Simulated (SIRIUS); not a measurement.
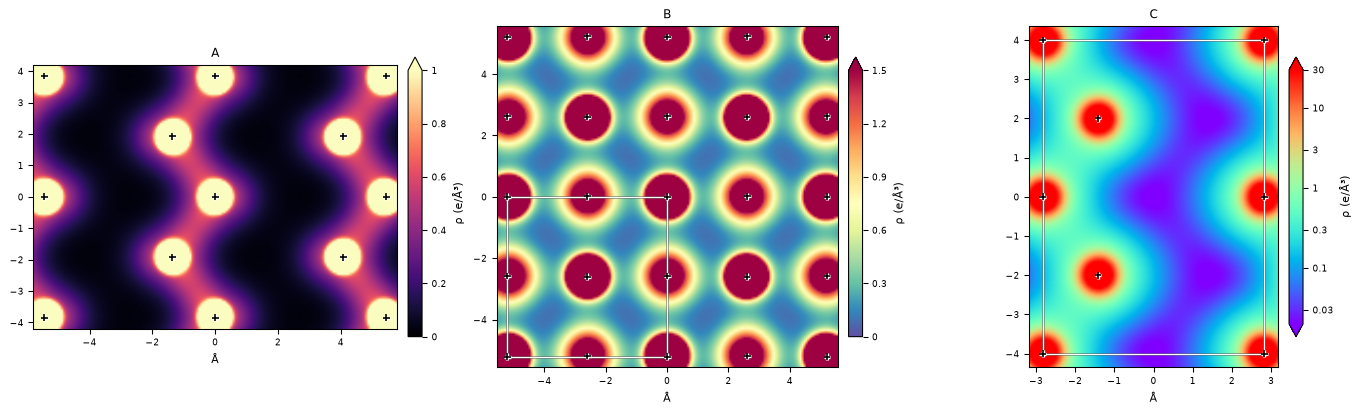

The total electron density of 3 systems, each on a plane through atoms (crosses mark nuclei in the plane).

Method: Kohn-Sham DFT of a periodic cell, PBEsol, all-electron FP-LAPW (SIRIUS).

System 1: MnS, the (101̄) plane of the cell of the magnetic structure. Space group Cm; spin-polarised.

System 2: Si, the (011) plane of the conventional cell. Space group Fd-3m; a structure from a database of computed crystals, not necessarily the ambient phase.

```cif
data_structure
_symmetry_space_group_name_H-M 'P 1'
_symmetry_Int_Tables_number 1
_cell_length_a 5.4437
_cell_length_b 5.4437
_cell_length_c 5.4437
_cell_angle_alpha 90.000
_cell_angle_beta 90.000
_cell_angle_gamma 90.000
_cell_volume 161.32
loop_
_atom_site_label
_atom_site_type_symbol
_atom_site_fract_x
_atom_site_fract_y
_atom_site_fract_z
_atom_site_occupancy
Si1 Si 0.00000 0.00000 0.00000 1
Si2 Si 0.50000 0.50000 0.00000 1
Si3 Si 0.50000 0.00000 0.50000 1
Si4 Si 0.00000 0.50000 0.50000 1
Si5 Si 0.25000 0.25000 0.25000 1
Si6 Si 0.75000 0.75000 0.25000 1
Si7 Si 0.75000 0.25000 0.75000 1
Si8 Si 0.25000 0.75000 0.75000 1
```

System 3: Ge, the (101) plane of the conventional cell. Space group Fd-3m.

```yaml
crystal:
  lattice:
    - [5.65782, 0.00000, 0.00000]
    - [0.00000, 5.65782, 0.00000]
    - [0.00000, 0.00000, 5.65782]
  atoms:
    - { symbol: Ge, position: [0.25000, 0.25000, 0.25000] }
    - { symbol: Ge, position: [0.75000, 0.75000, 0.25000] }
    - { symbol: Ge, position: [0.75000, 0.25000, 0.75000] }
    - { symbol: Ge, position: [0.25000, 0.75000, 0.75000] }
    - { symbol: Ge, position: [0.00000, 0.00000, 0.00000] }
    - { symbol: Ge, position: [0.50000, 0.50000, 0.00000] }
    - { symbol: Ge, position: [0.50000, 0.00000, 0.50000] }
    - { symbol: Ge, position: [0.00000, 0.50000, 0.50000] }
```

Match each panel to its system.

Panel A is system 2, Si: the plane holds Si. Si–Si (2.36 Å): ρ is about 0.56 e/Å³ halfway. Panel B is system 1, MnS: the plane holds Mn and S. Mn–S (2.58 Å): ρ is about 0.33 e/Å³ halfway. Panel C is system 3, Ge: the plane holds Ge. Ge–Ge (2.45 Å): the density is about 0.5 e/Å³ at the midpoint.
